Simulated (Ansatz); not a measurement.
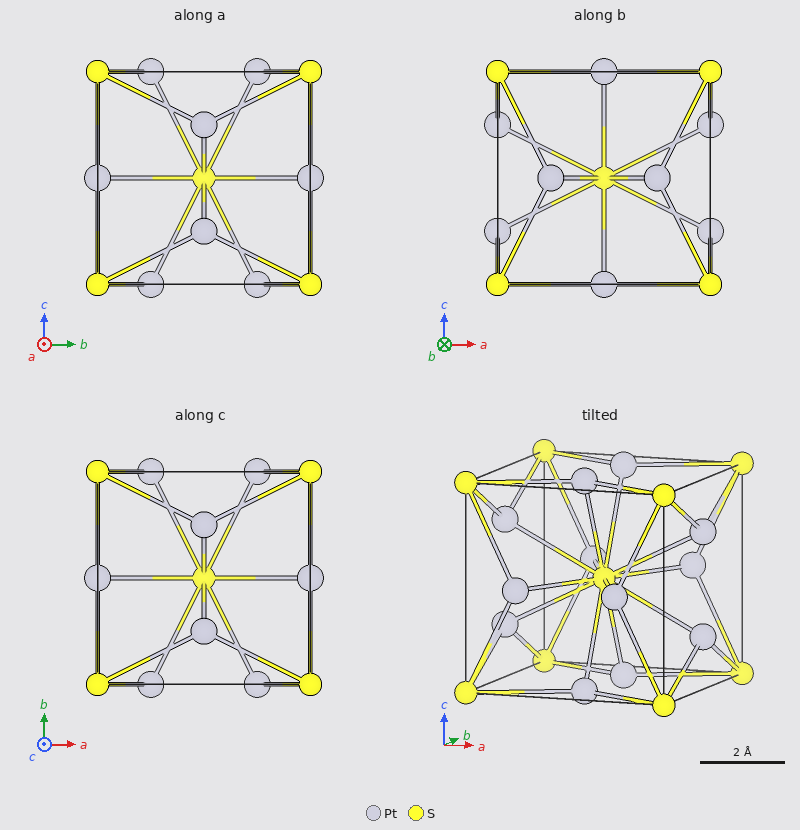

Ball-and-stick model, viewed along the a axis, along the b axis, along the c axis and slightly off an axis. Thin lines show the conventional unit cell, with boundary atoms drawn in all their periodic places.

Lattice parameters: a = 5.0690 Å, b = 5.0690 Å, c = 5.0690 Å, α = 90.000°, β = 90.000°, γ = 90.000°.

Put the structure into a CIF in P1 with every atom of the cell.

```cif
data_structure
_symmetry_space_group_name_H-M 'P 1'
_symmetry_Int_Tables_number 1
_cell_length_a 5.0690
_cell_length_b 5.0690
_cell_length_c 5.0690
_cell_angle_alpha 90.000
_cell_angle_beta 90.000
_cell_angle_gamma 90.000
_cell_volume 130.25
loop_
_atom_site_label
_atom_site_type_symbol
_atom_site_fract_x
_atom_site_fract_y
_atom_site_fract_z
_atom_site_occupancy
Pt1 Pt 0.0000 0.5000 0.2500 1
Pt2 Pt 0.0000 0.5000 0.7500 1
Pt3 Pt 0.2500 0.0000 0.5000 1
Pt4 Pt 0.7500 0.0000 0.5000 1
Pt5 Pt 0.5000 0.7500 0.0000 1
Pt6 Pt 0.5000 0.2500 0.0000 1
S1 S 0.0000 0.0000 0.0000 1
S2 S 0.5000 0.5000 0.5000 1
```

The structure was taken from a structure type filled with these elements by a generator (whether the compound takes this form wasn't checked). The final geometry of a relaxation with Ansatz, DFT PBE, scalar-relativistic, plane waves, PAW is shown.
